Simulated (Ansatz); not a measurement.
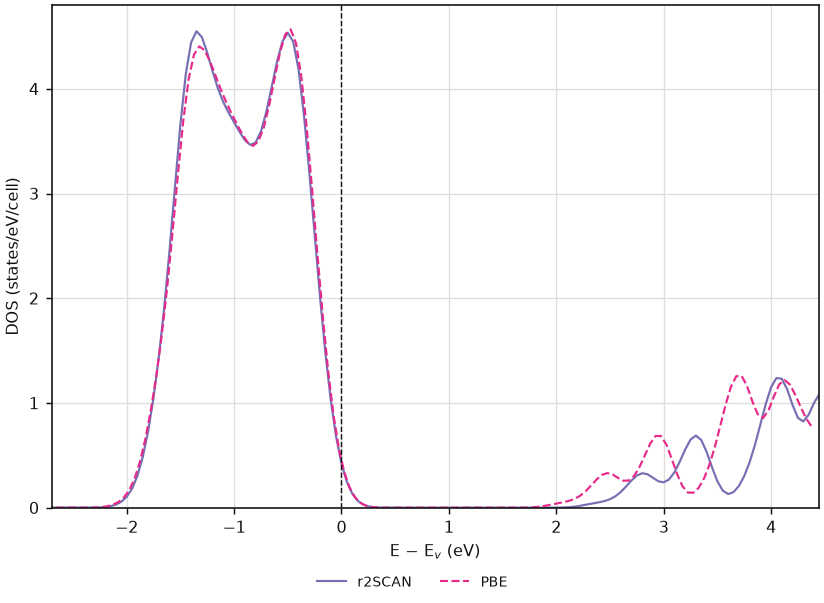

Total densities of states of BaO, space group Fm-3m (No. 225), 2 atoms in the cell, rocksalt type, by two methods on the same cell. The curves are built from the levels of the k mesh with Gaussians 0.3 eV wide, which also blur the band edges. Each is counted from its own valence-band top.

> What changes from one method to the other?

r2SCAN gives a gap of 2.38 eV and PBE gives a gap of 2.05 eV. In the window shown, the tallest filled peak lies at −1.3 eV in r2SCAN and −0.5 eV in PBE.

Settings. r2SCAN: DFT, r2SCAN, plane waves, PAW, no spin polarisation, 8×8×8 k mesh, 500 eV cutoff (Ansatz 0.2.0). PBE: DFT, PBE, plane waves, PAW, no spin polarisation, 8×8×8 k mesh, 420 eV cutoff (Ansatz 0.2.0).
